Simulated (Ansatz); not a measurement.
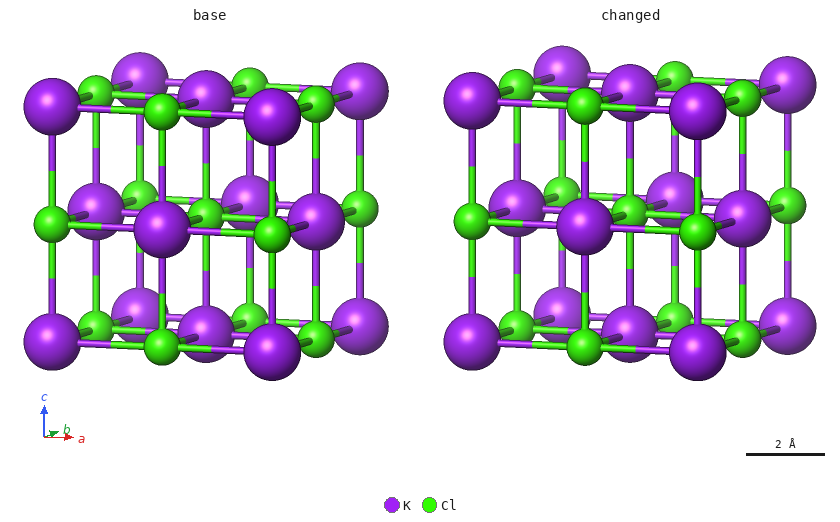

Left: a symmetric starting cell of KCl (made from another compound by putting K in place of Na). Right: the same structure after one change, at the same scale. Style: ball-and-stick. Shown: the conventional cell (4 times the calculation's cell), slightly off an axis. Lengths and directions refer to the drawn axes.

Theory: Ansatz 0.2.0, DFT PBEsol, scalar-relativistic, plane waves, PAW. Set-up: plane-wave cutoff 420 eV; k-point mesh 6 × 6 × 6; occupations gaussian; smearing width 0.02 eV; no spin polarisation.

> What distinguishes the right structure from the left one?

All lengths are scaled by +2.5 % (volume +7.7 %), the atoms keeping their fractional coordinates. No relaxation follows. The starting cell wasn't computed here and needn't be at equilibrium, so pressure and forces aren't due to the change alone.

> And its effect?

The pressure is −0.4 GPa (not all of it need come from the change, since the unchanged cell can be under pressure at this level too). All forces vanish by symmetry. Among the bonded contacts that change: Cl–K 3.066 → 3.143 Å. The space group stays Fm-3m (No. 225).
